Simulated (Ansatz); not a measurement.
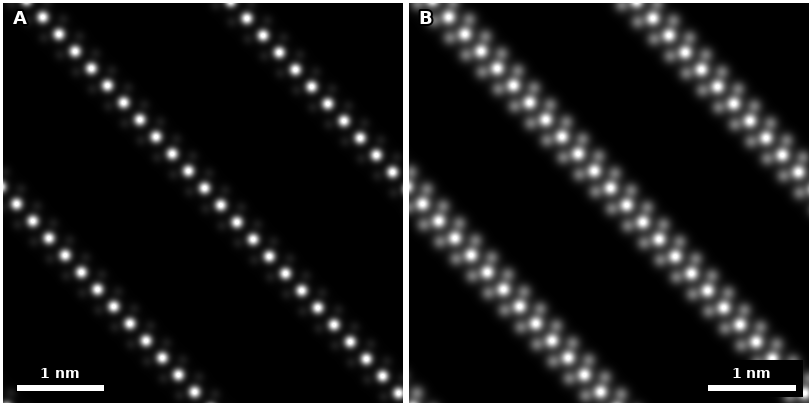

Two simulated images of the same area of WS2 (P-6m2, No. 187) along [100], with a probe of 1.11 Å. One is incoherent Z contrast (Z^1.6 per atom), the other the projected potential of neutral atoms blurred by the probe (iDPC-like, thin sample). Brightness is counted from the darkest point of the image. Structure: the geometry relaxed with Ansatz, DFT LDA, scalar-relativistic, plane waves, PAW.

Q: Which panel is which, and how can one tell?

A is the Z-contrast image and B the potential image. The columns of 1 S per repeat reach about 10 % of the brightest peak (1 W) in A but about 44 % in B, mainly since the potential grows much more slowly with atomic number.
